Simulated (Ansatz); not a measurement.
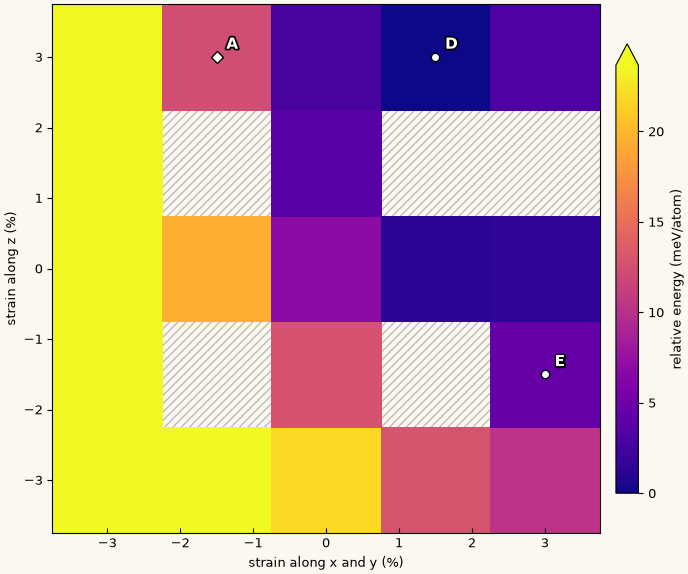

KMgF3 (Pm-3m, No. 221; 5 atoms in the cell). 
- The cell is strained homogeneously, by one strain along x and y and another along z, with fractional coordinates fixed (x, y and z along the cube axes).
- The first coordinate is: strain along x and y; the second: strain along z.
- Grid: 5 × 5 points. At 5 points there is no value.
- Points are written as (first, second).
- Energies: meV/atom, counted from the lowest grid point.
- The reference cell is the one listed in the database, not relaxed at this level.
- The calculation used Ansatz, DFT PBE, scalar-relativistic, plane waves, PAW. Settings: cutoff 420 eV, k-mesh 6×6×6, gaussian smearing 0.05 eV, no spin polarisation.

Drawn: one coloured cell a grid point, one colour for all values above the top of the scale, hatched blanks where no value was computed, lettered points.

**Rank the lettered points by energy, lowest first.**

D (0.0 meV/atom), E (4.4 meV/atom), A (12.3 meV/atom).
